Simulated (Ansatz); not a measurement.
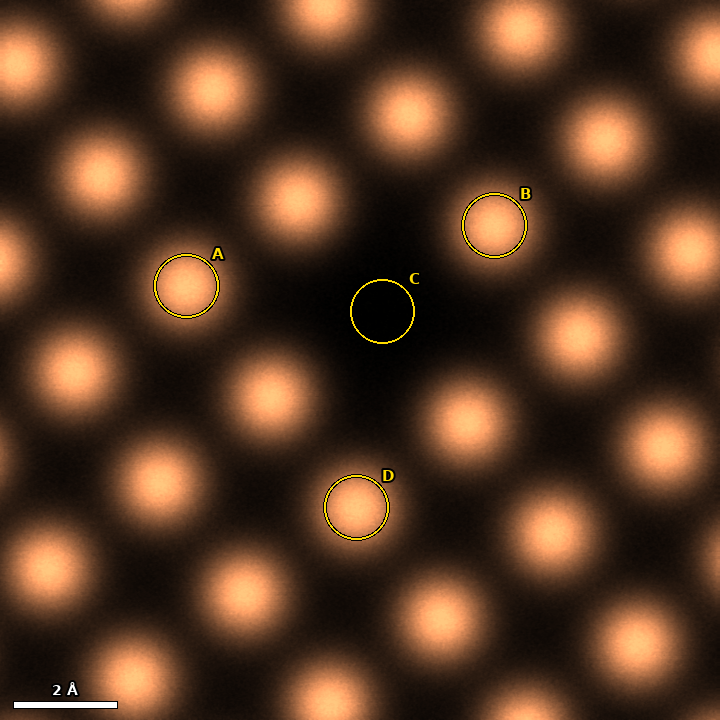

HAADF-like image of Ta (Pm-3m, No. 221) along [001]. The image is simulated as a sum over atoms of Z^1.7, blurred by a 1.29 Å probe (no channelling). The probe carries 25 % of its weight in a tail 2.5 times as wide. Shot noise and a slight drift were added.

The sample is 1 repeat (2.7 Å) thick. One point defect was put into the perfect crystal, without relaxing the atoms around it. Brightness is counted from the darkest point of the image. Host structure: a calculation's starting geometry; the starting structure was generated, so it need not be a known form of this composition.

Which ringed column holds the defect, and does it scatter more or less than its equals?

C; it scatters less. The column holds 1 atom (Ta) through the sample, and one Ta atom is missing, so its peak vanishes.
